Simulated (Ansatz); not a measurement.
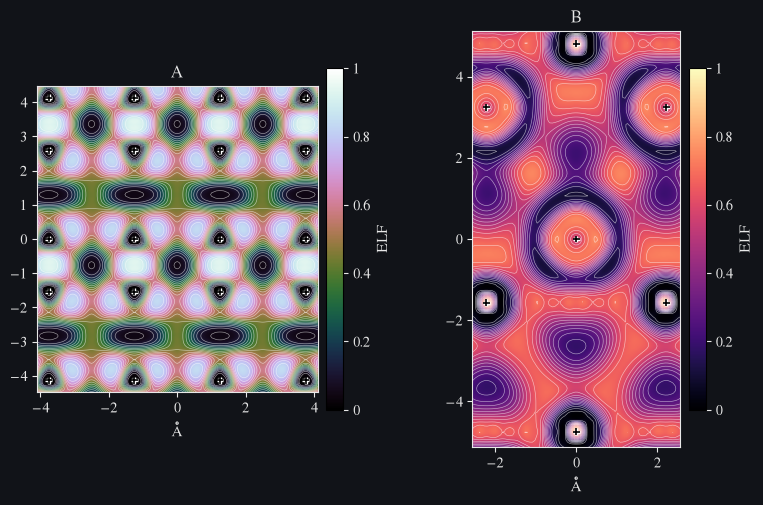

The electron localisation function of 2 systems, each on a plane through atoms (crosses mark nuclei in the plane).

Computed with DFT PBEsol, scalar-relativistic, plane waves, PAW (Ansatz 0.2.0).

System 1: Ti3Al, the (110) plane of the conventional cell. Space group P6₃/mmc; a point of a scan over the structure, not its minimum; computed pressure about 15 GPa in this cell; computed without spin polarisation; PAW files of the earlier set (soft_1).

System 2: C, the (100) plane of the conventional cell. Space group P6₃/mmc; PAW files of the earlier set (soft_1).

Match each panel to its system.

Answer. Panel A is system 2, C: the plane holds C. C–C (1.54 Å): the ELF peaks at about 0.95 between the atoms; a covalent bond. Panel B is system 1, Ti3Al: the plane holds Ti and Al. Ti–Al (2.71 Å): the ELF is about 0.35 at the midpoint.
